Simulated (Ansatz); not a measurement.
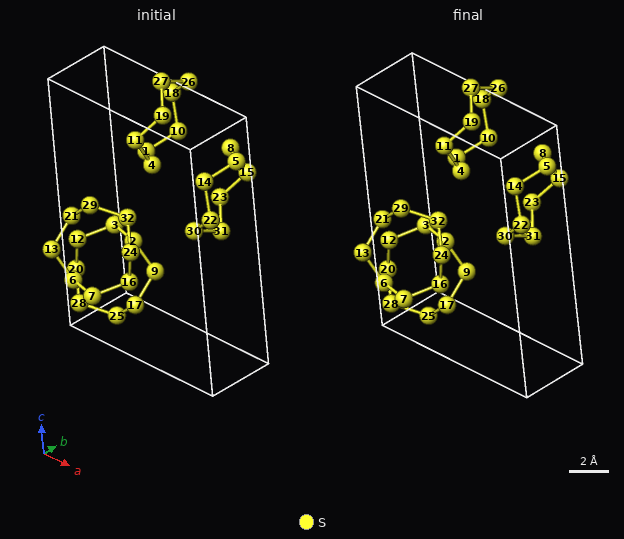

The structure of solid S (built on the alpha type) before (left) and after (right) a relaxation, at one scale.

Style: ball-and-stick. Shown: the reduced cell, slightly off an axis. Lengths and directions refer to the drawn axes.

The calculation used Ansatz 0.2.0, DFT r2SCAN, scalar-relativistic, plane waves, PAW.

Input
```yaml
crystal:
  lattice:
    - [0.0, 7.0732742697, 13.1066529609]
    - [5.7842893409, 0.0, 13.1066529609]
    - [5.7842893409, 7.0732742697, 0.0]
  atoms:
    - { symbol: S, position: [0.0795107483, 0.2559201701, 0.2768596767] }
    - { symbol: S, position: [0.3877094049, 0.2768596767, 0.2559201701] }
    - { symbol: S, position: [0.2768596767, 0.3877094049, 0.0795107483] }
    - { symbol: S, position: [0.2559201701, 0.0795107483, 0.3877094049] }
    - { symbol: S, position: [0.1704892517, 0.9940798299, 0.9731403233] }
    - { symbol: S, position: [0.8622905951, 0.9731403233, 0.9940798299] }
    - { symbol: S, position: [0.9731403233, 0.8622905951, 0.1704892517] }
    - { symbol: S, position: [0.9940798299, 0.1704892517, 0.8622905951] }
    - { symbol: S, position: [0.3296956812, 0.4331527738, 0.3709700659] }
    - { symbol: S, position: [0.8661814791, 0.3709700659, 0.4331527738] }
    - { symbol: S, position: [0.3709700659, 0.8661814791, 0.3296956812] }
    - { symbol: S, position: [0.4331527738, 0.3296956812, 0.8661814791] }
    - { symbol: S, position: [0.9203043188, 0.8168472262, 0.8790299341] }
    - { symbol: S, position: [0.3838185209, 0.8790299341, 0.8168472262] }
    - { symbol: S, position: [0.8790299341, 0.3838185209, 0.9203043188] }
    - { symbol: S, position: [0.8168472262, 0.9203043188, 0.3838185209] }
    - { symbol: S, position: [0.5083847617, 0.3937420988, 0.2785456157] }
    - { symbol: S, position: [0.8193275239, 0.2785456157, 0.3937420988] }
    - { symbol: S, position: [0.2785456157, 0.8193275239, 0.5083847617] }
    - { symbol: S, position: [0.3937420988, 0.5083847617, 0.8193275239] }
    - { symbol: S, position: [0.7416152383, 0.8562579012, 0.9714543843] }
    - { symbol: S, position: [0.4306724761, 0.9714543843, 0.8562579012] }
    - { symbol: S, position: [0.9714543843, 0.4306724761, 0.7416152383] }
    - { symbol: S, position: [0.8562579012, 0.7416152383, 0.4306724761] }
    - { symbol: S, position: [0.4481036272, 0.5529264216, 0.110940049] }
    - { symbol: S, position: [0.8880299021, 0.110940049, 0.5529264216] }
    - { symbol: S, position: [0.110940049, 0.8880299021, 0.4481036272] }
    - { symbol: S, position: [0.5529264216, 0.4481036272, 0.8880299021] }
    - { symbol: S, position: [0.8018963728, 0.6970735784, 0.139059951] }
    - { symbol: S, position: [0.3619700979, 0.139059951, 0.6970735784] }
    - { symbol: S, position: [0.139059951, 0.3619700979, 0.8018963728] }
    - { symbol: S, position: [0.6970735784, 0.8018963728, 0.3619700979] }
basis:
  ecutwfc: 500
  ecutrho_ratio: 4
kpoints:
  mp_grid: { grid: [4, 4, 4] }
hamiltonian:
  xc: r2scan
scf:
  occupations: { method: gaussian, width: 0.05 }
output:
  forces: true
  stress: true
  eigenvalues: true
relax:
  f_tol: 0.02
  max_steps: 40
  cell: { stress_tol: 0.2, fix: [volume] }
```

**Summarise the run.**

The largest moves relative to the cell, 0.11 Å, are those of 8 atoms (S9, S10, S11, S12 and others). S10 goes along [2 −3 −1]. The drawn cell changes at constant volume: a = b 9.137 → 9.313 Å (+1.9 %), c 14.326 → 13.939 Å (−2.7 %), α 104.8° → 105.3°, β 104.8° → 105.3°, γ 101.4° → 102.3°. Some distances before and after: S10–S18 2.070 → 2.057 Å. The space group stays Fddd (No. 70). The energy falls by 59.5 meV per cell of the calculation in 6 accepted moves (7 points after the start). Largest force component: 0.23 eV/Å at the start, 0.012 eV/Å at the end. Pressure: −1.09 GPa at the start and −0.34 GPa at the end. At 1 point the geometry stayed and the basis and grid were re-selected for the new cell (energy shift of 0.3 meV per cell of the calculation at most each time).
